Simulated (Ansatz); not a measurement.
**C: density, localisation and related maps**

```
C
1.0
     2.42103    0.00000    0.00000
     0.00000    4.19334    0.00000
     0.00000    0.00000    4.03251
C
8
Direct
  0.99517 0.33333 0.06283
  0.49517 0.83333 0.06283
  0.50483 0.16667 0.56283
  0.00483 0.66667 0.56283
  0.00483 0.33333 0.43717
  0.50483 0.83333 0.43717
  0.49517 0.16667 0.93717
  0.99517 0.66667 0.93717
```

Space group C222₁; changed on purpose from its base cell (mode 4 frozen in at -0.012 Å, equal normal strain along x, y and z -0.0250); computed pressure about 41 GPa in this cell; PAW files of the earlier set (soft_1).

These are results of DFT LDA, scalar-relativistic, plane waves, PAW (Ansatz 0.2.0), not measurements.

In a PAW calculation such maps are meaningful between the atoms, not at the nuclei.

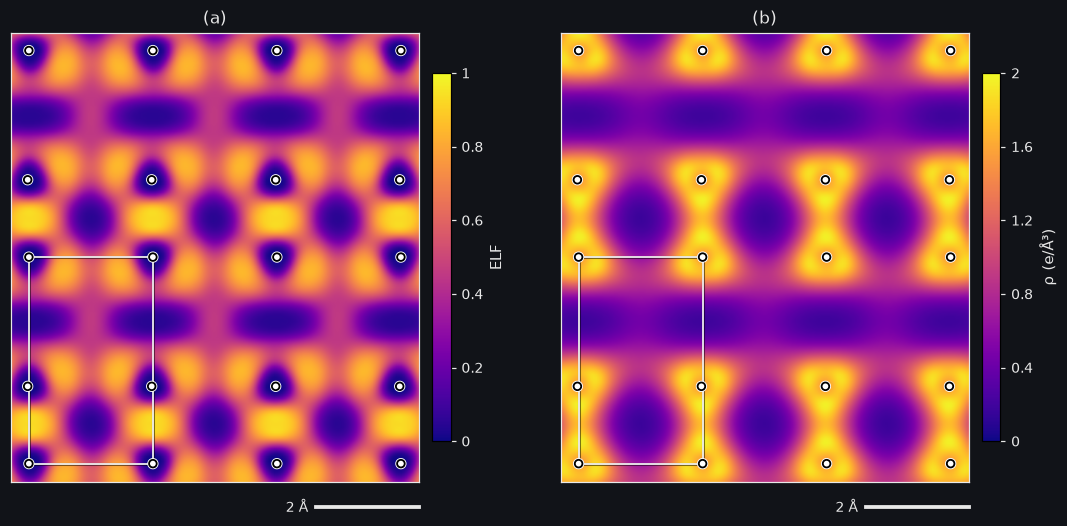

Figure 1. (a) electron localisation function; (b) valence pseudo-density on the (010) plane of the conventional cell. Circles mark the nuclei in the plane (C).

Q: What does the map show?

A: The section cuts through C sites.
Atoms just off the plane (C, 0.7 Å away) can leave unmarked features too.
C–C (1.51 Å): ρ is about 1.7 e/Å³ halfway; the ELF peaks at about 0.95 between the atoms: a covalent bond.
Between the atoms the lowest density in this plane is 0.18 e/Å³.

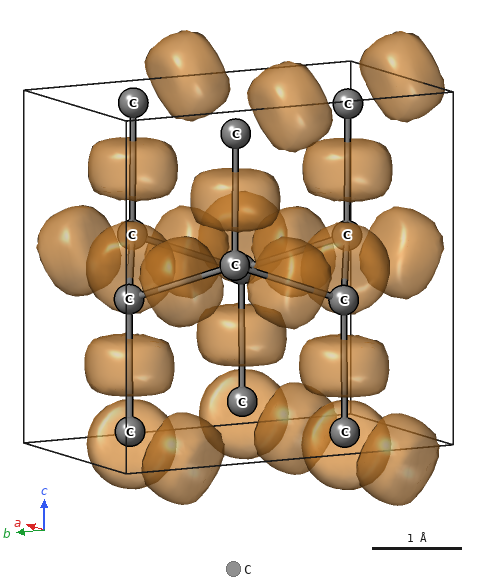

Figure 2. Isosurface of the ELF at 0.7 (orange), seen at an oblique angle. Core shells and regions of very low density are left out. Sticks mark near contacts.

Q: Where are the electrons localised?

A: The surface consists of 16 regions between bonded C–C atoms (shared pairs), counted in one cell of 8 atoms. Any copies at cell faces, edges or corners count once. Along the contacts the grid gives the following. C–C (1.49 Å): the ELF peaks at about 0.95 between the atoms; a shared electron pair.

Q: Does the calculation make it a metal, or give it a gap?

A: It is gapped, with a Kohn–Sham gap of 2.8 eV on the k-point mesh, an upper bound to the gap of this method.
